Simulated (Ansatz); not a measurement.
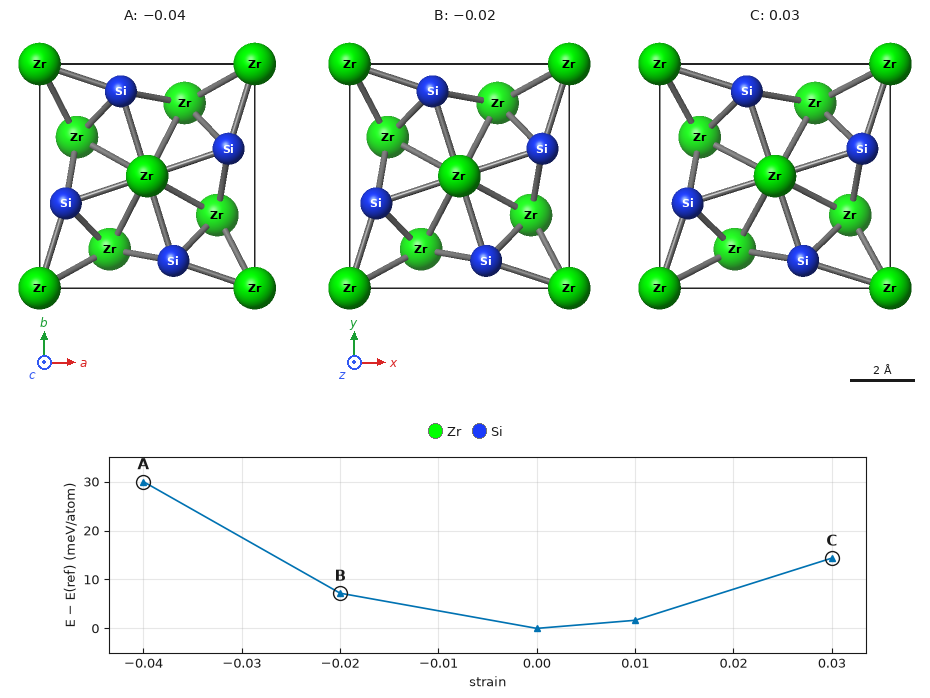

A scan of a crystal of Zr3Si2 (P4/mbm): the cell is strained along x alone, with the atoms kept at their fractional coordinates. x, y and z are the Cartesian axes of the input. The lettered frames are marked on the plot. A ball-and-stick model of the cell of the calculation, seen along the c axis.

Method: DFT r2SCAN, scalar-relativistic, plane waves, PAW in Ansatz 0.2.0. Set-up: plane-wave cutoff 500 eV; k-point mesh 6 × 6 × 10; occupations gaussian; smearing width 0.15 eV; no spin polarisation. Energies (free energies at the smearing named) are counted from the relaxed crystal.

### What does the scan show?

The lowest computed point lies at the strain 0.00 (0.0 meV/atom). The curvature at zero strain, (1/V) d²E/dε², is about 290 GPa; it is C₁₁ with clamped ions. The distortion takes the space group from P4/mbm to Pbam. At the strain −0.04 the cell of the drawing goes a 7.108 → 6.824 Å.

The computed points:

```tsv
strain	E − E(ref) (meV/atom)
−0.040	30.0
−0.020	7.2
0.000	0.0
0.010	1.7
0.030	14.4
```
